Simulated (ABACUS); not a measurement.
## Run report: SnO, single-point calculation at one volume of an equation of state (part 2 of 2)

Continued. System: SnO (4 atoms in the cell). Method: Kohn-Sham DFT of a periodic cell, PBEsol, PseudoDojo NC SR 0.4.1 PBEsol standard, no spin polarisation (ABACUS 3.10.1); cutoff 1142.88 eV, 7×7×6 k-mesh, fermi-dirac of 0.05 eV. The structure derives from a Materials Project entry. It belongs to a series of runs on one base structure; here: volume scaled by 1.06.

Geometry of the input (Å; fractional positions):
```
3.8885  0.0000  0.0000
0.0000  3.8885  0.0000
0.0000  0.0000  4.9828
Sn 0.5000  0.0000  0.7646
Sn 0.0000  0.5000  0.2354
O  0.0000  0.0000  0.0000
O  0.5000  0.5000  0.0000
```

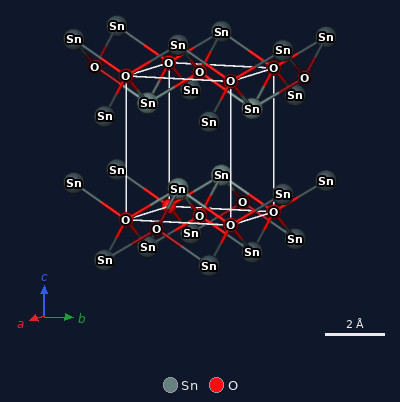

Fig. 1: The structure (ball-and-stick view of the cell of the calculation, seen slightly off an axis; neighbours outside the cell are drawn fainter). An atom can appear more than once, as a periodic image.

**Output, continued**
```
----------------------------------------------------------
     Energy           Rydberg                 eV
----------------------------------------------------------
 E_KohnSham     -380.5061430547      -5177.0516695475
 E_Harris       -379.5461838138      -5163.9907540236
 E_Fermi        0.6626269455         9.0155021069
----------------------------------------------------------

 PW ALGORITHM --------------- ION=   1  ELEC=   4--------------------------------

 Density error is 0.000694832263354
                          Error Threshold = 6.18844904373e-05
----------------------------------------------------------
     Energy           Rydberg                 eV
----------------------------------------------------------
 E_KohnSham     -380.5121678619      -5177.1336412540
 E_Harris       -380.6272087595      -5178.6988529651
 E_Fermi        0.6669381106         9.0741585169
----------------------------------------------------------

 PW ALGORITHM --------------- ION=   1  ELEC=   5--------------------------------

 Density error is 0.000422100797482
                          Error Threshold = 1.73708065838e-06
----------------------------------------------------------
     Energy           Rydberg                 eV
----------------------------------------------------------
 E_KohnSham     -380.5120714706      -5177.1323297836
 E_Harris       -380.6273223698      -5178.7003987119
 E_Fermi        0.6679698856         9.0881965359
----------------------------------------------------------

 PW ALGORITHM --------------- ION=   1  ELEC=   6--------------------------------

 Density error is 8.33261610657e-06
                          Error Threshold = 1.05525199371e-06
----------------------------------------------------------
     Energy           Rydberg                 eV
----------------------------------------------------------
 E_KohnSham     -380.5121528804      -5177.1334374208
 E_Harris       -380.4930718269      -5176.8738263697
 E_Fermi        0.6673641280         9.0799547818
----------------------------------------------------------

 PW ALGORITHM --------------- ION=   1  ELEC=   7--------------------------------

 Density error is 1.03400637887e-07
                          Error Threshold = 2.08315402664e-08
----------------------------------------------------------
     Energy           Rydberg                 eV
----------------------------------------------------------
 E_KohnSham     -380.5121543223      -5177.1334570388
 E_Harris       -380.5089470844      -5177.0898203289
 E_Fermi        0.6675804291         9.0828977085
----------------------------------------------------------

 PW ALGORITHM --------------- ION=   1  ELEC=   8--------------------------------

 Density error is 8.78585980364e-09
                          Error Threshold = 2.58501594718e-10
----------------------------------------------------------
     Energy           Rydberg                 eV
----------------------------------------------------------
 E_KohnSham     -380.5121543557      -5177.1334574926
 E_KS(sigma->0) -380.5121512876      -5177.1334157494
 E_Harris       -380.5115700624      -5177.1255077750
 E_band         -15.7846146301       -214.7606997034
 E_one_elec     -147.2684813011      -2003.6904815016
 E_Hartree      100.0578552909       1361.3569616159
 E_xc           -103.6854118078      -1410.7124000625
 E_Ewald        -229.6161104015      -3124.0874540580
 E_entropy(-TS) -0.0000061361        -0.0000834863
 E_descf        0.0000000000         0.0000000000
 E_exx          0.0000000000         0.0000000000
 E_Fermi        0.6675979210         9.0831356985
----------------------------------------------------------

 charge density convergence is achieved
 final etot is -5177.1334575 eV
 EFERMI = 9.0831356985 eV

 STATE ENERGY(eV) AND OCCUPATIONS    NSPIN == 1
 1/10 kpoint (Cartesian) = 0.0000 0.0000 0.0000 (6671 pws)
       1       -12.7581     0.00680272
       2       -12.4421     0.00680272
       3       -12.4421     0.00680272
       4       -12.4314     0.00680272
       5       -12.4039     0.00680272
       6       -12.4035     0.00680272
       7       -12.3595     0.00680272
       8       -12.3590     0.00680272
       9       -12.3417     0.00680272
      10       -12.3417     0.00680272
      11       -10.5605     0.00680272
      12       -8.23193     0.00680272
      13        1.59637     0.00680272
      14        2.49606     0.00680272
      15        3.15877     0.00680272
      16        3.15877     0.00680272
      17        5.79636     0.00680272
      18        6.09130     0.00680272
      19        6.09130     0.00680272
      20        8.80896     0.00677458
      21        10.7415    2.67848e-17
      22        13.0840    1.20578e-37
      23        13.5162    2.12676e-41
      24        13.5162    2.12676e-41

 2/10 kpoint (Cartesian) = 0.036738 0.0000 0.0000 (6629 pws)
       1       -12.7490      0.0272109
       2       -12.4384      0.0272109
       3       -12.4382      0.0272109
       4       -12.4322      0.0272109
       5       -12.4051      0.0272109
       6       -12.3981      0.0272109
       7       -12.3942      0.0272109
       8       -12.3620      0.0272109
       9       -12.3462      0.0272109
      10       -12.3449      0.0272109
      11       -10.4200      0.0272109
      12       -8.32350      0.0272109
      13        1.52697      0.0272109
      14        2.50736      0.0272109
      15        3.25042      0.0272109
      16        3.28469      0.0272109
      17        5.51504      0.0272109
      18        5.91993      0.0272109
      19        5.93003      0.0272109
      20        8.78411      0.0271423
      21        11.3069    1.31732e-21
      22        12.2768    4.95734e-30
      23        13.5730    2.72991e-41
      24        13.6344    7.99972e-42

 3/10 kpoint (Cartesian) = 0.073477 0.0000 0.0000 (6618 pws)
       1       -12.7233      0.0272109
       2       -12.5113      0.0272109
       3       -12.4289      0.0272109
       4       -12.4273      0.0272109
       5       -12.4088      0.0272109
       6       -12.4037      0.0272109
       7       -12.3817      0.0272109
       8       -12.3683      0.0272109
       9       -12.3535      0.0272109
      10       -12.3472      0.0272109
      11       -10.0497      0.0272109
      12       -8.59793      0.0272109
      13        1.44617      0.0272109
      14        2.37302      0.0272109
      15        3.55208      0.0272109
      16        3.64556      0.0272109
      17        5.09977      0.0272109
      18        5.45870      0.0272109
      19        5.68182      0.0272109
      20        8.19069      0.0272109
      21        11.5922    4.37805e-24
      22        12.2170    1.63969e-29
      23        13.4247    5.30651e-40
      24        13.9634    1.10991e-44

 4/10 kpoint (Cartesian) = 0.11022 0.0000 0.0000 (6602 pws)
       1       -12.6793      0.0272109
       2       -12.6087      0.0272109
       3       -12.4189      0.0272109
       4       -12.4136      0.0272109
       5       -12.4128      0.0272109
       6       -12.4036      0.0272109
       7       -12.3708      0.0272109
       8       -12.3643      0.0272109
       9       -12.3615      0.0272109
      10       -12.3493      0.0272109
      11       -9.55073      0.0272109
      12       -9.03151      0.0272109
      13        1.57440      0.0272109
      14        1.96004      0.0272109
      15        4.04966      0.0272109
      16        4.19066      0.0272109
      17        4.63771      0.0272109
      18        4.83482      0.0272109
      19        6.01498      0.0272109
      20        7.02061      0.0272109
      21        11.7068    4.42204e-25
      22        12.0536    4.30327e-28
      23        14.2124    7.63310e-47
      24        14.6947    4.93862e-51

 5/10 kpoint (Cartesian) = 0.036738 0.036738 0.0000 (6625 pws)
       1       -12.7419      0.0272109
       2       -12.4482      0.0272109
       3       -12.4427      0.0272109
       4       -12.4259      0.0272109
       5       -12.4222      0.0272109
       6       -12.4015      0.0272109
       7       -12.3931      0.0272109
       8       -12.3640      0.0272109
       9       -12.3477      0.0272109
      10       -12.3393      0.0272109
      11       -10.2916      0.0272109
      12       -8.39923      0.0272109
      13        1.39811      0.0272109
      14        2.45552      0.0272109
      15        3.13964      0.0272109
      16        3.68737      0.0272109
      17        5.33761      0.0272109
      18        5.38765      0.0272109
      19        6.27837      0.0272109
      20        8.72817      0.0271884
      21        11.7195    3.43090e-25
      22        12.1558    5.56837e-29
      23        12.7310    5.62563e-34
      24        13.3579    2.01628e-39

 6/10 kpoint (Cartesian) = 0.073477 0.036738 0.0000 (6608 pws)
       1       -12.7222      0.0544218
       2       -12.5387      0.0544218
       3       -12.4352      0.0544218
       4       -12.4134      0.0544218
       5       -12.4121      0.0544218
       6       -12.4038      0.0544218
       7       -12.3792      0.0544218
       8       -12.3658      0.0544218
       9       -12.3473      0.0544218
      10       -12.3423      0.0544218
      11       -9.94985      0.0544218
      12       -8.63266      0.0544218
      13        1.20949      0.0544218
      14        2.15259      0.0544218
      15        3.36241      0.0544218
      16        4.24214      0.0544218
      17        4.98596      0.0544218
      18        5.15930      0.0544218
      19        6.20129      0.0544218
      20        8.18634      0.0544218
      21        11.3598    9.13517e-22
      22        12.1639    9.47556e-29
      23        13.1460    2.79601e-37
      24        13.1546    2.35118e-37

[... levels at 4 further k points ...]

------------------------------------------------------------------------------------------
 TOTAL-FORCE (eV/Angstrom)
------------------------------------------------------------------------------------------
                       Sn1         0.0000000000         0.0000000000         0.5844054252
                       Sn2         0.0000000000         0.0000000000        -0.5844054252
                        O1         0.0000000000         0.0000000000         0.0000000000
                        O2         0.0000000000         0.0000000000         0.0000000000
------------------------------------------------------------------------------------------

----------------------------------------------------------------
 TOTAL-STRESS (KBAR)
----------------------------------------------------------------
       -51.1902932321         0.0000000000         0.0000000000
         0.0000000000       -51.1902932321         0.0000000000
         0.0000000000         0.0000000000       -43.2255528617
----------------------------------------------------------------
 TOTAL-PRESSURE: -48.535380 KBAR

 --------------------------------------------
 !FINAL_ETOT_IS -5177.1334574925722336 eV
 --------------------------------------------
```

**Standard output**
```
ABACUS v3.10.1

               Atomic-orbital Based Ab-initio Computation at UStc

 4,OpenMP thread number: 1,Total thread number: 4,Local thread limit: 96

%%%%%%%%%%%%%%%%%%%%%%%%%%%%%%%%%%%%%%%%%%%%%%%%%%%%%%%%%%%%%%%%%%%%%%%%%%%%%%%%%%%%%%%%%%%%%%%%%%%%%%%%%
 Warning: the number of valence electrons in pseudopotential > 4 for Sn: [Kr] 4d10 5s2 5p2
 Pseudopotentials with additional electrons can yield (more) accurate outcomes, but may be less efficient.
 If you're confident that your chosen pseudopotential is appropriate, you can safely ignore this warning.
%%%%%%%%%%%%%%%%%%%%%%%%%%%%%%%%%%%%%%%%%%%%%%%%%%%%%%%%%%%%%%%%%%%%%%%%%%%%%%%%%%%%%%%%%%%%%%%%%%%%%%%%%

 UNIFORM GRID DIM        : 45 * 45 * 60
 UNIFORM GRID DIM(BIG)   : 45 * 45 * 60
 ---------------------------------------------------------
 Self-consistent calculations for electrons
 ---------------------------------------------------------
 SPIN    KPOINTS         PROCESSORS  THREADS
 1       40              4           4
 ---------------------------------------------------------
 Use plane wave basis
 ---------------------------------------------------------
 ELEMENT NATOM       XC
 Sn      2
 O       2
 ---------------------------------------------------------
 Initial plane wave basis and FFT box
 ---------------------------------------------------------
 -------------------------------------------
 SELF-CONSISTENT :
 -------------------------------------------
 START CHARGE      : atomic
 ITER       ETOT/eV          EDIFF/eV         DRHO     TIME/s
 DA1     -5.17063111e+03   0.00000000e+00   1.0548e+00   1.23
 DA2     -5.17228278e+03  -1.65167182e+00   1.8916e+00   1.11
 DA3     -5.17705167e+03  -4.76888932e+00   2.4754e-02   1.00
 DA4     -5.17713364e+03  -8.19717065e-02   6.9483e-04   0.99
 DA5     -5.17713233e+03   1.31147034e-03   4.2210e-04   1.04
 DA6     -5.17713344e+03  -1.10763713e-03   8.3326e-06   0.96
 DA7     -5.17713346e+03  -1.96180513e-05   1.0340e-07   1.05
 DA8     -5.17713346e+03  -4.53755129e-07   8.7859e-09   1.36
----------------------------------------------------------------
 TOTAL-STRESS (KBAR)
----------------------------------------------------------------
       -51.1902932321         0.0000000000         0.0000000000
         0.0000000000       -51.1902932321         0.0000000000
         0.0000000000         0.0000000000       -43.2255528617
----------------------------------------------------------------
 TOTAL-PRESSURE: -48.535380 KBAR
```

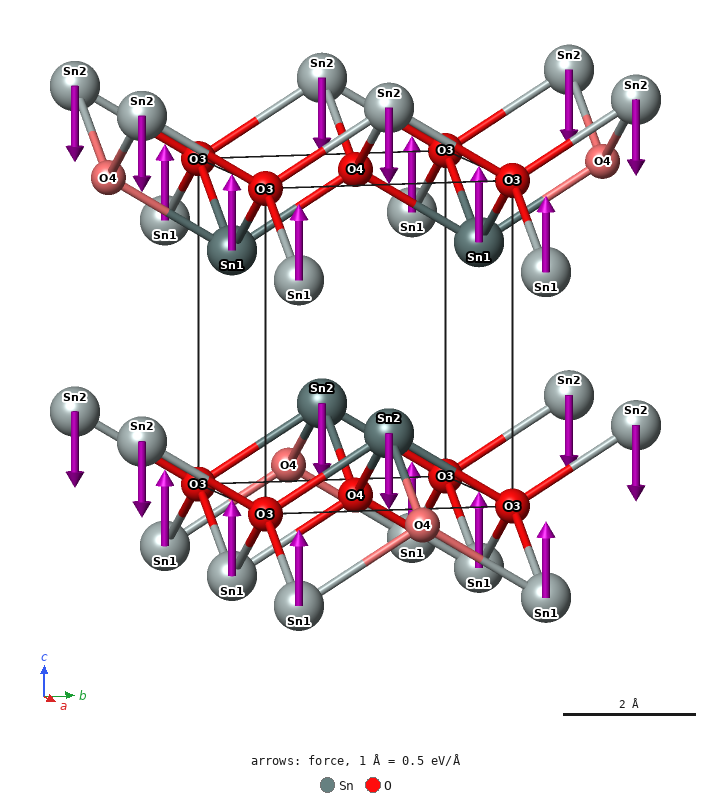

Fig. 2: Forces on the atoms as pink arrows (ball-and-stick view of the cell of the calculation, seen slightly off an axis; neighbours outside the cell are drawn fainter; atoms are numbered from 1 in the order of the input). The largest act on Sn1, Sn2 (0.58 eV/Å). The geometry is not a stationary point of this energy.

**Results in brief**

```csv
quantity,value
outcome,converged
space group (tolerance 0.01 Å),P4/nmm (129)
electrons treated,40
free energy,−5177.1335 eV
Fermi energy,9.083 eV
gap on the k-point mesh,0.54 eV
pressure,−4.85 GPa
largest force (length of the vector),0.584 eV/Å
hardware,"4 threads of AMD EPYC (Zen 5), 32 GiB of memory available, shared host"
wall time,10 s (CPU time 40 s)
peak memory,0.6 GiB
```
